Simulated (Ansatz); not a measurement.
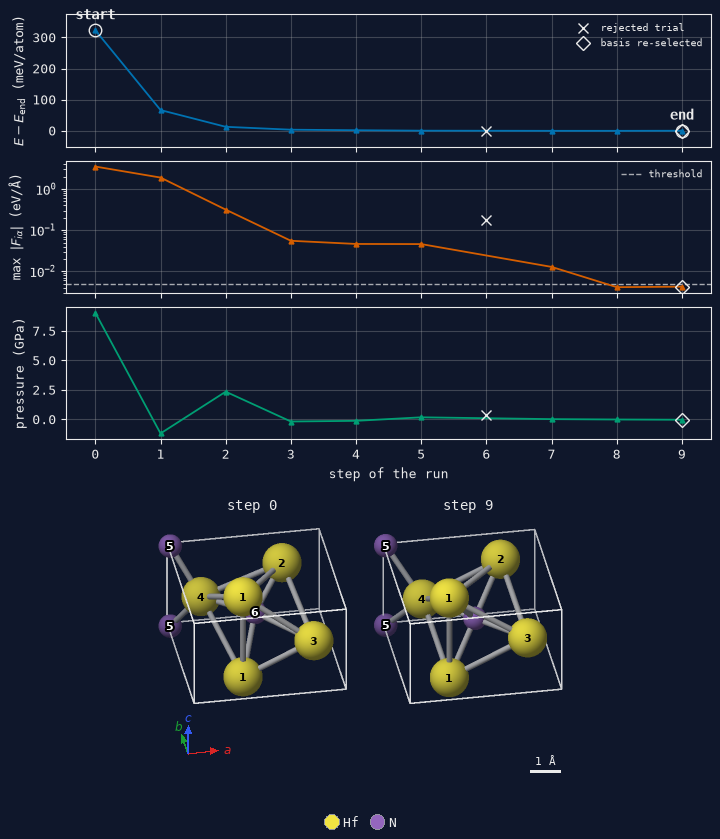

First and last geometry of a relaxation of crystalline Hf$_{2}$N (set up in P1), with the history of the run. Style: ball-and-stick. Shown: the cell of the calculation, from a free direction.

Case: cure: more steps.

Computed with Ansatz 0.2.0, DFT PBEsol, scalar-relativistic, plane waves, PAW.

The input:
```yaml
crystal:
  lattice:
    - [5.31312402, 0.0, 0.0]
    - [0.0, 5.31312402, 0.0]
    - [0.0, 0.0, 3.24209839]
  atoms:
    - { symbol: Hf, position: [0.3715028659, 0.2769446033, -0.0113905106] }
    - { symbol: Hf, position: [0.7061062572, 0.7170145797, -0.0869319764] }
    - { symbol: Hf, position: [0.8198685176, 0.1783033763, 0.458769788] }
    - { symbol: Hf, position: [0.1888798726, 0.8022607137, 0.4962981863] }
    - { symbol: "N", position: [0.0161016348, -0.0284754533, -0.0119800679] }
    - { symbol: "N", position: [0.4933816734, 0.521964443, 0.5239981632] }
basis:
  ecutwfc: 420
kpoints:
  mp_grid: { grid: [4, 4, 6] }
hamiltonian:
  xc: pbesol
scf:
  occupations: { method: gaussian, width: 0.1 }
output:
  forces: true
  stress: true
  eigenvalues: true
relax:
  adjacent_minimum: "off"
  f_tol: 0.005
  max_steps: 100
  cell: { stress_tol: 0.05 }
```

Launched with:
```bash
ansatz run input.yaml --threads 1 --pin off --max-ram 2560MiB --backend cpu --events-out ev --progress --plain --runs-dir out
```

**Did the run converge, and what did it change?**

It converged. After 7 accepted moves (9 points after the start) the energy has fallen by 323 meV per atom. Largest force component: 3.5 eV/Å at the start, 0.0042 eV/Å at the end. The pressure goes from 9.04 to −0.03 GPa. The line search rejected the trial step at point 6 of the run. At 1 point the geometry stayed and the basis and grid were re-selected for the new cell (energy shift of 0.3 meV per atom at most each time). The largest move relative to the cell is that of Hf1, 0.33 Å roughly along [−3 1 −1]. Largest moves by element: Hf 0.33 Å, N 0.24 Å. The volume changes by −1.2 %, with a 5.313 → 5.297 Å (−0.3 %), b 5.313 → 5.296 Å (−0.3 %), c 3.242 → 3.225 Å (−0.5 %). Some distances before and after: Hf1–Hf2 3.474 → 3.804 Å, Hf3–N6 2.527 → 2.208 Å, Hf1–Hf3 3.437 → 3.137 Å, Hf2–Hf3 3.419 → 3.137 Å. Among the angles between lasting bonds that change: Hf1–N6–Hf2 161.8° → 180.0°, Hf1–N6–Hf3 73.5° → 90.0°, Hf1–N6–Hf2 165.0° → 180.0°. The space group (tolerance 0.01 Å) goes from P1 (No. 1) to P4_2/mnm (No. 136).

```tsv
step	E − E(0), meV/atom	largest force component, eV/Å	pressure, GPa	volume, Å³/atom	note
0	0.00	3.5323	9.04	15.254	
1	-256.49	1.9051	-1.19	15.367	
2	-310.37	0.3161	2.35	14.827	
3	-319.69	0.0552	-0.18	15.049	
4	-321.36	0.0461	-0.12	15.069	
5	-322.81	0.0458	0.18	15.060	
6	-322.32	0.1765	0.36	15.040	rejected
7	-323.30	0.0128	0.02	15.075	
8	-323.31	0.0041	-0.01	15.078	
9	-323.02	0.0042	-0.03	15.078	same geometry, new basis
```
